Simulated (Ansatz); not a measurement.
Given this structure, the input geometry of an electronic-structure calculation (not necessarily at equilibrium); the starting structure was generated, so it need not be a known form of this composition, written in its standard cell:

```
CELL_PARAMETERS angstrom
3.25588 0.00000 0.00000
0.00000 3.25588 0.00000
0.00000 0.00000 3.25588
ATOMIC_POSITIONS crystal
Ti 0.00000 0.00000 0.00000
Ti 0.50000 0.50000 0.50000
```

What does the kinematic electron diffraction pattern along [001] look like at 80 kV (B = 0.5 Å²)?

Answer. The spots form a square net with both shortest vectors at d = 2.30 Å, 90.0° apart. They are 1 -1 0 and 1 1 0. The pattern has symmetry 4mm. The lattice centring (I) removes all reflections that break h + k + l = 2n.

Strongest reflections with d > 0.80 Å, one of each family (|F|² from tabulated Gaussian fits of the electron scattering factors, times a small damping for the curvature of the Ewald sphere):

```json
{"hkl": "1 1 0", "d (Å)": "2.302", "I (strongest = 100)": "100"}
{"hkl": "2 0 0", "d (Å)": "1.628", "I (strongest = 100)": "46"}
{"hkl": "2 2 0", "d (Å)": "1.151", "I (strongest = 100)": "18"}
{"hkl": "3 1 0", "d (Å)": "1.030", "I (strongest = 100)": "12"}
{"hkl": "4 0 0", "d (Å)": "0.814", "I (strongest = 100)": "5"}
```

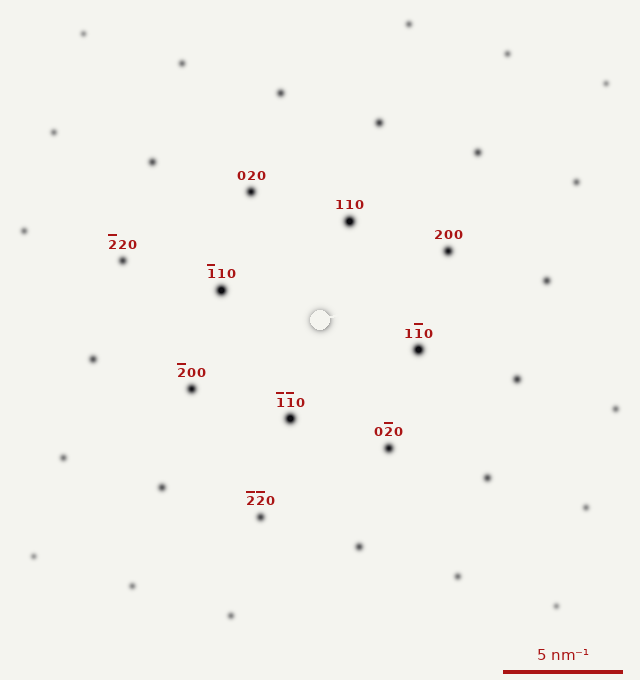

Calculated pattern, seen from the source side with [001] pointing towards the source.
